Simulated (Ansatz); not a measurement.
Structure of Rh:

```xyz
2
Lattice="3.0443 0.0000 0.0000 0.0000 3.0443 0.0000 0.0000 0.0000 3.0443" Properties=species:S:1:pos:R:3 pbc="T T T"
Rh    0.0000    0.0000    0.0000
Rh    1.5221    1.5221    1.5221
```

Structure used: the geometry relaxed with Ansatz 0.2.0, DFT, m-r2SCAN, plane waves (500 eV) with PAW, scalar-relativistic; the starting structure was generated, so it need not be a known form of this composition.

Q: Where will the first 5 clear peaks of its X-ray PDF lie (peak width σ = 0.12 Å), and from which pairs do they come?

A: 1. 2.64 Å: Rh–Rh at 2.64 Å
2. 3.03 Å: Rh–Rh at 3.04 Å
3. 4.31 Å: Rh–Rh at 4.31 Å
4. 5.06 Å: Rh–Rh at 5.05–5.27 Å
5. 6.09 Å: Rh–Rh at 6.09 Å

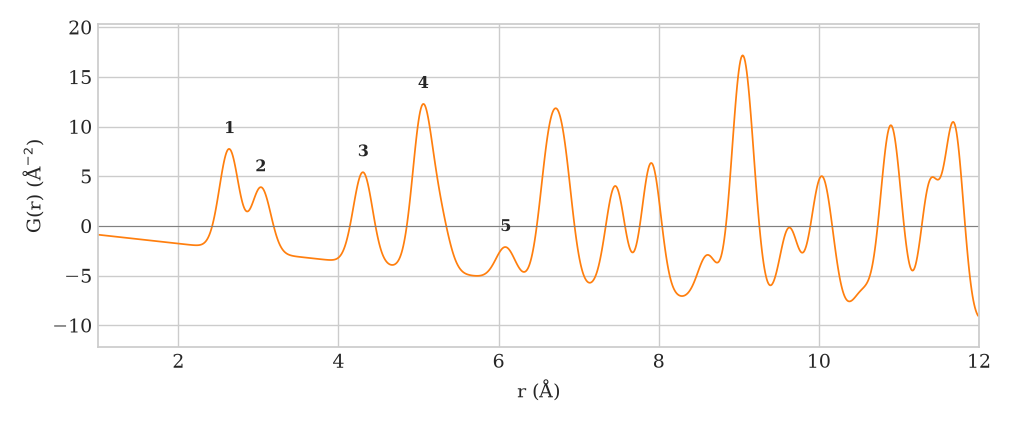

The curve is a calculated X-ray PDF: distances of the static structure, each pair weighted by the product of the atomic numbers (X-ray weights at Q = 0), broadened by Gaussians with σ = 0.12 Å, damped by exp(−(Q_damp r)²/2) with Q_damp = 0.020 Å⁻¹. No termination ripples are included.
